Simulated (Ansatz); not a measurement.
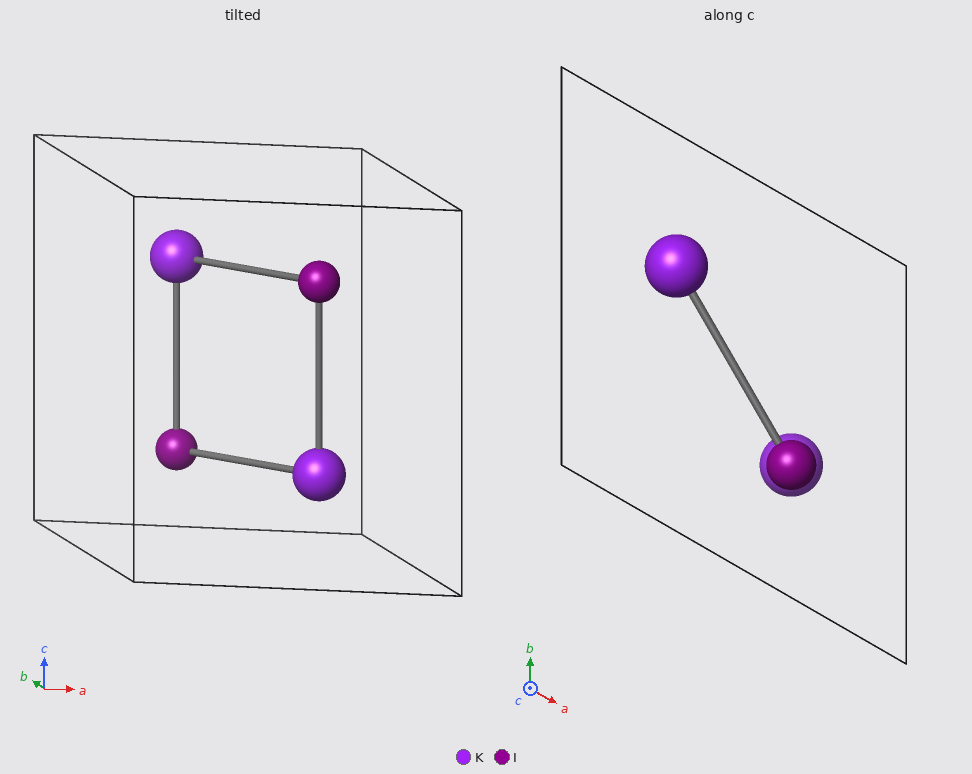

View slightly off an axis and along the c axis, drawn as a ball-and-stick model. The frame is the conventional unit cell; atoms at its boundary are shown with their periodic copies. Cell: a = 6.09 Å, b = 6.09 Å, c = 7.12 Å, α = 90.00°, β = 90.00°, γ = 120.00°.

The structure was taken from a structure type filled with these elements by a generator (whether the compound takes this form wasn't checked). Earlier steps of the study may have refined or changed the cell and positions. It went into a calculation with Ansatz.

Caption:

The formula is KI. The symmetry is that of P6_3/mmc (No. 194), on a primitive hexagonal lattice. In the cell are 2 K, 2 I, which makes 2 formula units. The K atoms are each bonded to five I in a trigonal bipyramidal arrangement at about 3.5 Å. Each I atom has five K in a trigonal bipyramidal arrangement at about 3.5 Å around it. The bonds build a three-dimensional framework.

The numbers come from DFT PBE, scalar-relativistic, plane waves, PAW in Ansatz 0.2.0, using plane-wave cutoff 420 eV, a 6×6×4 mesh of k-points, Gaussian smearing of 0.02 eV, no spin polarisation.

What is the band gap, if any?

An insulator at this level, with a gap of 3.75 eV, direct.

How charged are the atoms, by the Bader scheme?

K +0.83 e; I -0.83 e.

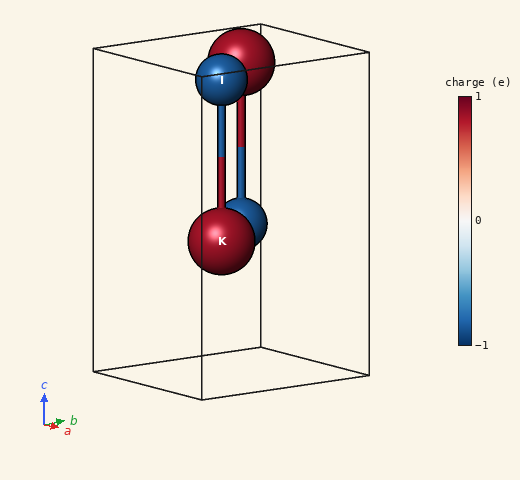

The atoms coloured by those charges. The run's cell of 4 atoms is drawn, so axes and origin can differ from the first picture.

Can this geometry be taken as optimised?

Yes. All forces vanish to within 0.01 eV/Å. The pressure is 0.0 GPa, close to zero.
